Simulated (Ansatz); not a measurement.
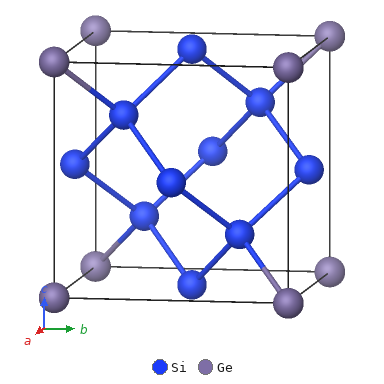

System: Si₇Ge, space group P-43m (No. 215). The picture shows the cell.

Input of the run:
```
crystal:
  lattice:
    - [5.4591768191, 0.0, 0.0]
    - [0.0, 5.4591768191, 0.0]
    - [0.0, 0.0, 5.4591768191]
  atoms:
    - { symbol: Si, position: [0.2525976816, 0.2525976816, 0.2525976816] }
    - { symbol: Si, position: [0.0, 0.5, 0.5] }
    - { symbol: Si, position: [0.5, 0.5, 0.0] }
    - { symbol: Si, position: [0.5, 0.0, 0.5] }
    - { symbol: Si, position: [0.7474023184, 0.2525976816, 0.7474023184] }
    - { symbol: Si, position: [0.7474023184, 0.7474023184, 0.2525976816] }
    - { symbol: Si, position: [0.2525976816, 0.7474023184, 0.7474023184] }
    - { symbol: Ge, position: [0.0, 0.0, 0.0] }
basis:
  ecutwfc: 420
kpoints:
  mp_grid: { grid: [8, 8, 8] }
hamiltonian:
  xc: pbesol
scf:
  occupations: { method: fixed }
output:
  forces: true
  stress: true
  eigenvalues: true
  polarization: {}
elastic:
  mode: clamped_ion
  stencil: two_point
```

Command:
```bash
ansatz run input.yaml --threads 4 --pin off --max-ram 12288MiB --backend cpu --events-out ev --progress --plain --runs-dir out
```

Method: proper piezoelectric stress tensor of an insulator from Berry phases at small strains, Voigt columns xx yy zz yz xz xy, Cartesian axes of the cell vectors; plane waves with PAW datasets, Γ-centred k mesh (Ansatz 0.2.0). Level: PBEsol, no spin polarisation.

- wave cutoff: 420 eV
- k mesh: 8×8×8
- occupations: fixed
- pressure: 0 GPa
- ions: clamped
- strain amplitude: 0.002

What does the calculation give for the piezoelectric tensor e in Voigt notation?

The largest components, equal in size at 0.016 C/m², are e14, e25 and e36. Three components exceed 1 % of the largest: e14 = 0.016, e25 = 0.016, e36 = 0.016 C/m².

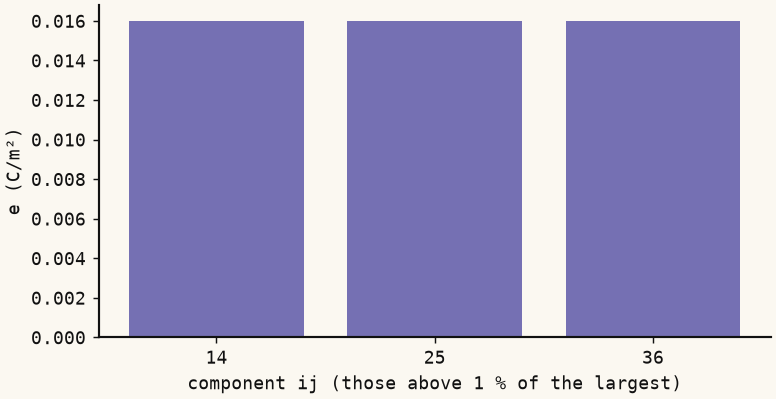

Keep in mind: a crossing between the sampled k points may be missed.
